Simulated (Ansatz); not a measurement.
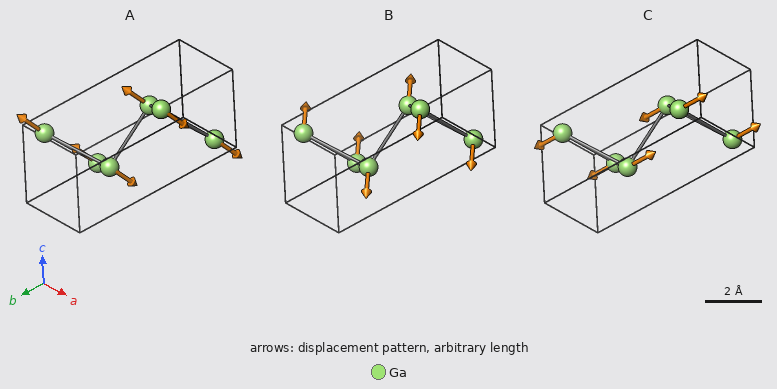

Three optical modes of crystalline Ga at 0.98 times its rest volume at the zone centre, in no order. The orange arrows give the relative displacements of the atoms. The picture is a ball-and-stick view of the conventional cell (2 times the calculation's cell), seen from a free direction. Lengths and directions refer to the drawn axes.

The calculation used DFT PBEsol, scalar-relativistic, plane waves, PAW in Ansatz. Settings: plane-wave cutoff 420 eV; k-point mesh 16 × 16 × 12; occupations fermi dirac; smearing width 0.15 eV; no spin polarisation.

The frequencies depend somewhat on the k-mesh and the smearing.

> Rank the modes by frequency, softest first.

A (49 cm⁻¹), B (127 cm⁻¹), C (200 cm⁻¹). A, B_g: All motion is roughly along a; atoms of one kind move against one another, with no net shift of their sublattice. B, B_g: All motion is roughly along [1 0 3]; atoms of one kind move against one another, with no net shift of their sublattice. C, A_g: All motion is along b; atoms of one kind move against one another, with no net shift of their sublattice. The crystal is metallic in this run.
